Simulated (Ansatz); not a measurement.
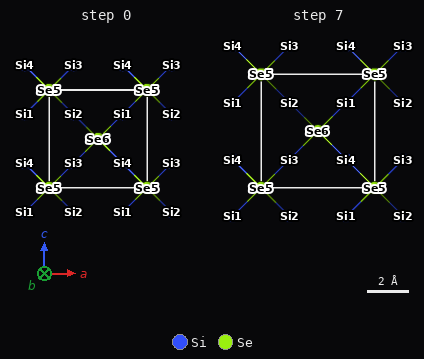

The structure of solid Si2Se (a generated structure, set up in Pn-3m) (coarse preliminary run) before (left) and after (right) a relaxation, at one scale.

A ball-and-stick model of the cell of the calculation, seen along the b axis.

All numbers below come from Ansatz, DFT PBE, scalar-relativistic, plane waves, PAW.

Input
```yaml
crystal:
  lattice:
    - [4.87396115, 0.0, 0.0]
    - [0.0, 4.87396115, 0.0]
    - [0.0, 0.0, 4.87396115]
  atoms:
    - { symbol: Si, position: [0.75, 0.75, 0.75] }
    - { symbol: Si, position: [0.25, 0.25, 0.75] }
    - { symbol: Si, position: [0.25, 0.75, 0.25] }
    - { symbol: Si, position: [0.75, 0.25, 0.25] }
    - { symbol: Se, position: [0.0, 0.0, 0.0] }
    - { symbol: Se, position: [0.5, 0.5, 0.5] }
basis:
  ecutwfc: 420
kpoints:
  mp_grid: { grid: [4, 4, 4] }
hamiltonian:
  xc: pbe
scf:
  occupations: { method: gaussian, width: 0.1 }
  lower_state_search: "off"
output:
  forces: true
  stress: true
  eigenvalues: true
relax:
  adjacent_minimum: "off"
  f_tol: 0.04
  max_steps: 70
  cell: { stress_tol: 0.4 }
```

Launched with:
```bash
ansatz run input.yaml --threads 1 --pin off --max-ram 2560MiB --backend cpu --events-out ev --progress --plain --runs-dir out
```

Describe what moved and what it gained.

No atom moves by more than 0.005 Å relative to the cell. The drawn cell changes as follows: a = b = c 4.874 → 5.652 Å (+16.0 %); the volume changes by +56.0 %. Among the contacts that change: Si1–Se5 2.110 → 2.448 Å. The space group stays Pn-3m (No. 224). After 5 accepted moves (7 points after the start) the energy has fallen by 707 meV per atom. All forces vanish by symmetry, so only the cell relaxes. Pressure: 31.31 GPa at the start and 0.07 GPa at the end. The SCF was repeated twice at an unchanged geometry on a basis and grid sized afresh for the cell, which shifted the energy by 8.4 meV per atom at most.
